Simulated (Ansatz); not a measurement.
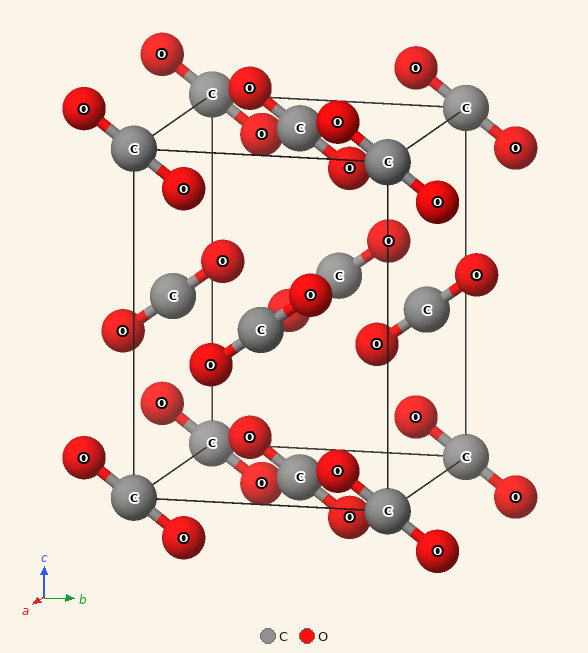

Shown here is a ball-and-stick view of the crystal, taken slightly off an axis. Atoms at the boundary of the conventional unit cell (the box) are drawn once for each face, edge or corner they touch. Finite groups of bonded atoms are drawn whole.

CO$_{2}$, space group Cmce (No. 64), a = 5.286 Å, b = 4.760 Å, c = 6.427 Å, α = 90.00°, β = 90.00°, γ = 90.00°. The cell started as a structure listed in the Materials Project. Earlier steps of the study may have refined or changed the cell and positions. It was run through Ansatz as a DFT input.

This one geometry was computed with Ansatz (DFT, plane waves, PAW) at three levels of theory: PBE, HSE06 and r2SCAN.

### Which level gives the highest pressure at this volume, and what does that say about its equilibrium volume?

Highest: PBE (4.9 GPa), which points to the largest equilibrium volume. Lowest, with the smallest volume: HSE06 (-0.2 GPa). Levels within 0.5 GPa of each other can't be told apart.

### How does the band gap change with the level of theory?

PBE: a gap of 6.70 eV, indirect; r2SCAN: a gap of 7.31 eV, indirect; HSE06: a gap of 8.44 eV, indirect.

### Collect the results in a table.

| level | cutoff (eV) | k-mesh of the run's cell | gap (eV) | pressure (GPa) |
| --- | --- | --- | --- | --- |
| PBE | 420 | 8×8×4 | 6.70 | 4.9 |
| HSE06 | 420 | 4×4×2 | 8.44 | -0.2 |
| r2SCAN | 500 | 8×8×4 | 7.31 | 0.6 |

Gaps are taken on the k-mesh or band path of each run.
